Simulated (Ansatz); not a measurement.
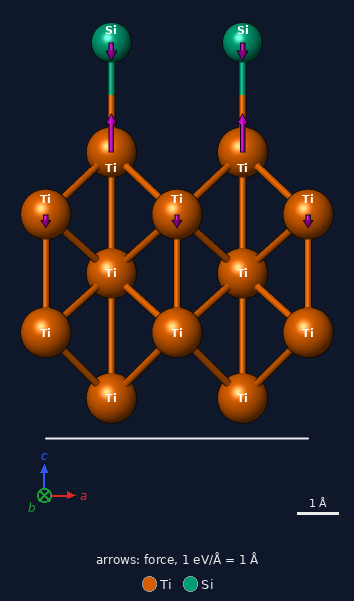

Starting geometry of a slab of composition Ti5Si (cut from the Im-3m phase) with the computed forces as purple arrows. The picture is a ball-and-stick view of the 2 × 2 repeat of the cell, outlined in the plane, without the vacuum, seen along the b axis.

Case: Si put at a top Ti site. The slab is the (1 0 0) face of Ti with Si on it. 2 atoms are held fixed.

The calculation used Ansatz 0.2.0, DFT r2SCAN, scalar-relativistic, plane waves, PAW.

Input
```yaml
crystal:
  lattice:
    - [3.2517897406, 0.0, 0.0]
    - [0.0, 3.2517897406, 0.0]
    - [0.0, 0.0, 25.5035794812]
  atoms:
    - { symbol: Ti, position: [0.5, 0.5, 0.3332865493] }
    - { symbol: Ti, position: [0.0, 0.0, 0.3970381835] }
    - { symbol: Ti, position: [0.5, 0.5, 0.4546167443] }
    - { symbol: Ti, position: [0.0, 0.0, 0.5118512357] }
    - { symbol: Ti, position: [0.5, 0.5, 0.5721829362] }
    - { symbol: Si, position: [0.5, 0.5, 0.6788346319] }
basis:
  ecutwfc: 500
kpoints:
  mp_grid: { grid: [9, 9, 1] }
hamiltonian:
  xc: r2scan
scf:
  occupations: { method: gaussian, width: 0.1 }
output:
  forces: true
  eigenvalues: true
  write_density: true
  write_potential: true
  elf: true
  volumetric_format: npy
relax:
  adjacent_minimum: "off"
  f_tol: 0.03
  max_steps: 70
  constraints: [{ sites: [0, 1] }]
efield:
  axis: 3
  dipole_correction: true
  ramp_width: 0.04
```

Run as
```bash
ansatz run input.yaml --threads 2 --pin off --max-ram 5120MiB --backend cpu --events-out ev --progress --plain --runs-dir out
```

What follows when this structure is relaxed?

It isn't relaxed: the largest force vector, on Ti5, is 0.97 eV/Å. The final displacements have little in common with the starting forces (cosine between the two patterns 0.29). Ti5 moves most: 0.34 Å along the normal (+c). Largest moves by element: Ti 0.34 Å, Si 0.20 Å. The cell stays as it was. Near-neighbour distances that change, for instance: Ti2–Ti4 2.928 → 3.166 Å, Ti3–Ti5 2.998 → 3.235 Å, Ti5–Si6 2.720 → 2.580 Å, Ti1–Ti3 3.094 → 3.198 Å. Bond angles that change, for instance: Ti4–Ti5–Ti4 112.4° → 109.0°. The energy falls by 82.1 meV per cell of the calculation in 5 accepted moves (6 points after the start). The largest force component goes from 0.97 to 0.014 eV/Å. The line search rejected the trial step at point 4 of the run.

Limits of the set-up: the periodic images lie only 3.3 Å apart, so the values are limited by the cell's size.
